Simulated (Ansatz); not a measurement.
**Run report: GeSi$_{7}$, geometry relaxation (part 2 of 2)**

GeSi$_{7}$ (P-43m, 8 atoms in the cell); DFT PBEsol, scalar-relativistic, plane waves, PAW, no spin polarisation (Ansatz 0.2.0); cutoff 420 eV, 8×8×8 k-mesh, Gaussian smearing of 0.01 eV. The structure derives from a Materials Project entry.

Geometry of the input (Å; fractional positions):
```
5.4654  0.0000  0.0000
0.0000  5.4654  0.0000
0.0000  0.0000  5.4654
Si 0.2526  0.2526  0.2526
Si 0.0000  0.5000  0.5000
Si 0.5000  0.5000  0.0000
Si 0.5000  0.0000  0.5000
Si 0.7474  0.2526  0.7474
Si 0.7474  0.7474  0.2526
Si 0.2526  0.7474  0.7474
Ge 0.0000  0.0000  0.0000
```

Output, continued
```
--- Per-component energies (eV) ---
  E_band       = -133.678134
  E_kinetic    = 393.448223
  E_local      = -3218.246865  (includes V_loc(G=0)·N_el)
  E_nonlocal   = 602.947907
  E_hartree    = 1406.161708
  E_xc         = -457.692024
  E_vxc        = -392.532599  (∫ρ·V_xc dr)
  E_paw        = -5472.196062  (= ΣΔE_a)
  E_vpaw       = -331.618846  (= ΣTr[D̂ρ^β])
  E_aug_tail   = 0.000324  (compensation charges beyond the density's cutoff)
  E_ewald      = -1859.468380
  E_core_change = 1.138861  (= ΣΔE_core)
  E_smearing   = -0.000000  (= −TS)
  E_closure    = -0.000000  (closes the sum)
  Σ components = -8603.906308   (vs F -8603.906308, Δ=0.00e0)
--- Forces (eV/Å), atoms counted from 1 ---
  atom   1  Si    -0.00035075    -0.00035075    -0.00035075
  atom   2  Si     0.00000000     0.00000000    -0.00000000
  atom   3  Si    -0.00000000     0.00000000    -0.00000000
  atom   4  Si    -0.00000000     0.00000000    -0.00000000
  atom   5  Si     0.00035075    -0.00035075     0.00035075
  atom   6  Si     0.00035075     0.00035075    -0.00035075
  atom   7  Si    -0.00035075     0.00035075     0.00035075
  atom   8  Ge    -0.00000000     0.00000000    -0.00000000
  max |Σ_I F_I| component: 1.02e-16 eV/Å
--- Stress (GPa, compression-positive) ---
       -0.000381      -0.000000       0.000000
       -0.000000      -0.000381       0.000000
        0.000000      -0.000000      -0.000381
  P = ⅓ Tr σ = -0.0004 GPa (-0.004 kbar)
--- Band table (eV; the first three rows and the last of 35) ---
  k-point 0: bands = ["-17.6640", "-17.6640", "-17.6640", "-17.6383", "-17.6383", "-5.6101", "-1.9481", "-1.3839", "-1.3839", "-1.3603", "-1.3603", "-1.3603", "3.5706", "3.5706", "3.5706", "3.6178", "3.6178", "3.6178", "6.4896", "6.4896", "6.4896", "6.7684", "7.1560", "7.1560", "7.1560", "7.2186", "7.2186", "9.0252", "9.0252"]
  k-point 1: bands = ["-17.6640", "-17.6640", "-17.6640", "-17.6383", "-17.6382", "-5.5426", "-2.4484", "-1.7086", "-1.3633", "-1.3374", "-1.3374", "-0.4339", "3.3958", "3.4020", "3.4020", "3.4152", "3.6587", "3.6587", "6.0244", "6.2275", "6.2275", "6.9040", "7.2696", "7.5083", "7.5083", "7.5319", "7.5656", "8.8544", "9.3804"]
  k-point 2: bands = ["-17.6640", "-17.6640", "-17.6640", "-17.6383", "-17.6382", "-5.3409", "-3.2348", "-1.6818", "-1.3114", "-1.2795", "-1.2795", "0.6171", "3.0187", "3.0201", "3.0201", "3.0392", "3.8436", "3.8436", "5.0668", "5.6757", "5.6757", "6.9880", "7.8778", "8.2882", "8.4079", "8.4079", "8.4447", "8.4777", "10.1851"]
  k-point 34: bands = ["-17.6641", "-17.6641", "-17.6641", "-17.6380", "-17.6380", "-3.6325", "-3.1739", "-3.1739", "-3.1739", "-0.7906", "-0.5071", "-0.5071", "-0.5071", "5.1606", "5.1606", "5.2130", "5.2130", "5.2130", "5.3905", "5.3905", "5.3905", "7.4543", "7.9080", "7.9080", "7.9080", "9.6711", "9.6711", "9.6711", "9.8393"]
--- Relaxed structure (3 steps of the walk, 3 accepted, 1 SCFs on fresh bases) ---
  F+E_penalty+E_count = -8603.90630793 eV   max|allowed force component| = 3.507e-4 eV/Å   (the final SCF, on the basis selected at the relaxed cell)
  cell:  # Å, volume = 162.6977 Å³
    - [5.459176819114611, -1.0592614694129795e-33, -3.659266894335748e-33]
    - [-8.666684749742561e-34, 5.459176819114611, -7.51112678311022e-33]
    - [-1.6049416203226963e-33, -8.024708101613482e-33, 5.459176819114611]
  atoms:
    - { symbol: Si, position: [0.252597681565643, 0.252597681565643, 0.252597681565643] }
    - { symbol: Si, position: [6.199244053944207e-22, 0.5, 0.5] }
    - { symbol: Si, position: [0.5, 0.5, -3.099622026973479e-22] }
    - { symbol: Si, position: [0.5, -6.199244053948066e-22, 0.5] }
    - { symbol: Si, position: [0.7474023184343573, 0.252597681565643, 0.7474023184343573] }
    - { symbol: Si, position: [0.7474023184343573, 0.7474023184343573, 0.252597681565643] }
    - { symbol: Si, position: [0.252597681565643, 0.7474023184343573, 0.7474023184343573] }
    - { symbol: Ge, position: [6.199244053942562e-22, -6.199244053949036e-22, -3.099622026973568e-22] }
```

Trajectory as extended XYZ (Å, eV, eV/Å), 4 frames, from step=1 to step=4
```
8
Lattice="5.4654 0.0000 0.0000 0.0000 5.4654 0.0000 0.0000 0.0000 5.4654" Properties=species:S:1:pos:R:3:forces:R:3 step=1 energy=-8603.90578 pressure_GPa=-0.31
Si    1.3806    1.3806    1.3806   -0.0017  -0.0017  -0.0017
Si    0.0000    2.7327    2.7327    0.0000   0.0000   0.0000
Si    2.7327    2.7327    0.0000    0.0000   0.0000   0.0000
Si    2.7327    0.0000    2.7327    0.0000   0.0000   0.0000
Si    4.0848    1.3806    4.0848    0.0017  -0.0017   0.0017
Si    4.0848    4.0848    1.3806    0.0017   0.0017  -0.0017
Si    1.3806    4.0848    4.0848   -0.0017   0.0017   0.0017
Ge    0.0000    0.0000    0.0000    0.0000   0.0000   0.0000
8
Lattice="5.4603 0.0000 0.0000 0.0000 5.4603 0.0000 0.0000 0.0000 5.4603" Properties=species:S:1:pos:R:3:forces:R:3 step=2 energy=-8603.90638 pressure_GPa=-0.06
Si    1.3792    1.3792    1.3792    0.0011   0.0011   0.0011
Si    0.0000    2.7302    2.7302    0.0000   0.0000   0.0000
Si    2.7302    2.7302    0.0000    0.0000   0.0000   0.0000
Si    2.7302    0.0000    2.7302    0.0000   0.0000   0.0000
Si    4.0812    1.3792    4.0812   -0.0011   0.0011  -0.0011
Si    4.0812    4.0812    1.3792   -0.0011  -0.0011   0.0011
Si    1.3792    4.0812    4.0812    0.0011  -0.0011  -0.0011
Ge    0.0000    0.0000    0.0000    0.0000   0.0000   0.0000
8
Lattice="5.4592 0.0000 0.0000 0.0000 5.4592 0.0000 0.0000 0.0000 5.4592" Properties=species:S:1:pos:R:3:forces:R:3 step=3 energy=-8603.90641 pressure_GPa=0.00
Si    1.3790    1.3790    1.3790   -0.0004  -0.0004  -0.0004
Si    0.0000    2.7296    2.7296    0.0000   0.0000   0.0000
Si    2.7296    2.7296    0.0000    0.0000   0.0000   0.0000
Si    2.7296    0.0000    2.7296    0.0000   0.0000   0.0000
Si    4.0802    1.3790    4.0802    0.0004  -0.0004   0.0004
Si    4.0802    4.0802    1.3790    0.0004   0.0004  -0.0004
Si    1.3790    4.0802    4.0802   -0.0004   0.0004   0.0004
Ge    0.0000    0.0000    0.0000    0.0000   0.0000   0.0000
8
Lattice="5.4592 0.0000 0.0000 0.0000 5.4592 0.0000 0.0000 0.0000 5.4592" Properties=species:S:1:pos:R:3:forces:R:3 step=4 energy=-8603.90631 pressure_GPa=-0.00
Si    1.3790    1.3790    1.3790   -0.0004  -0.0004  -0.0004
Si    0.0000    2.7296    2.7296    0.0000   0.0000   0.0000
Si    2.7296    2.7296    0.0000    0.0000   0.0000   0.0000
Si    2.7296    0.0000    2.7296    0.0000   0.0000   0.0000
Si    4.0802    1.3790    4.0802    0.0004  -0.0004   0.0004
Si    4.0802    4.0802    1.3790    0.0004   0.0004  -0.0004
Si    1.3790    4.0802    4.0802   -0.0004   0.0004   0.0004
Ge    0.0000    0.0000    0.0000    0.0000   0.0000   0.0000
```

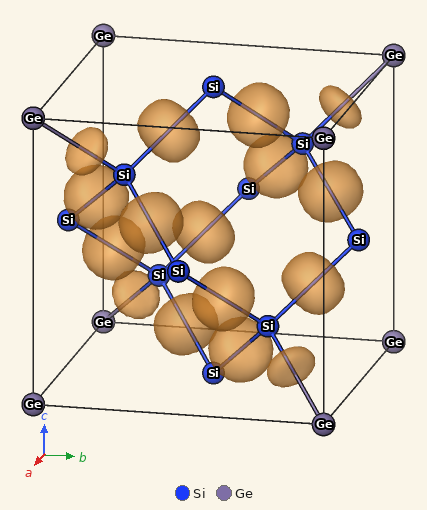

**Figure 1.** Isosurface of the electron localisation function at 0.85 (orange), seen at an oblique angle. Only the valence region is drawn (cores and ρ < 0.01 e/Å³ removed). Sticks mark near contacts. The outline is the cell set on symmetry axes. Along the contacts the grid gives the following. Si–Si (2.36 Å): the ELF peaks at about 0.95 between the atoms, which marks a shared electron pair. Core electrons are frozen (PAW), so the fields are smoothed inside the atomic spheres.

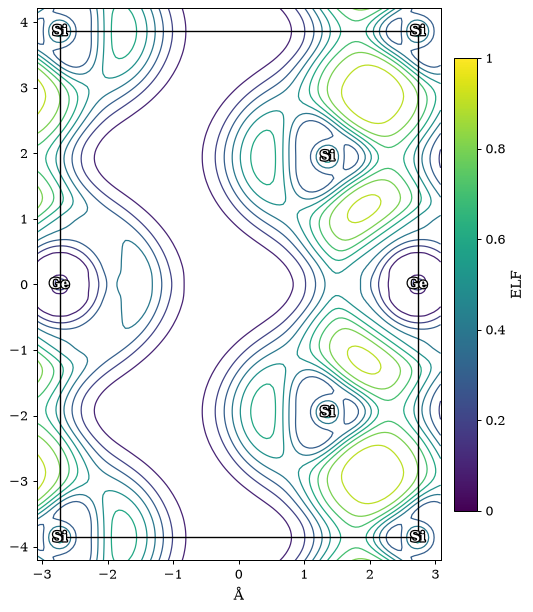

**Figure 2.** ELF on the (101) plane of the conventional cell. The section cuts through Si and Ge sites. Si–Ge (2.39 Å): the ELF peaks at about 0.90 between the atoms (a covalent bond).

Key numbers

- outcome: converged
- space group (tolerance 0.01 Å): P-43m (215)
- electrons treated: 42
- free energy: −8603.9063 eV
- Fermi energy: 6.629 eV
- gap on the k-point mesh: 0.28 eV
- pressure: 0.00 GPa
- final volume: 162.70 Å³
- largest force (length of the vector) at the end: 0.001 eV/Å
- final cell: a = 5.459 Å, b = 5.459 Å, c = 5.459 Å, α = 90.00°, β = 90.00°, γ = 90.00°
- wall time: 8.9 s (CPU time 34 s)
- peak memory: 0.56 GiB
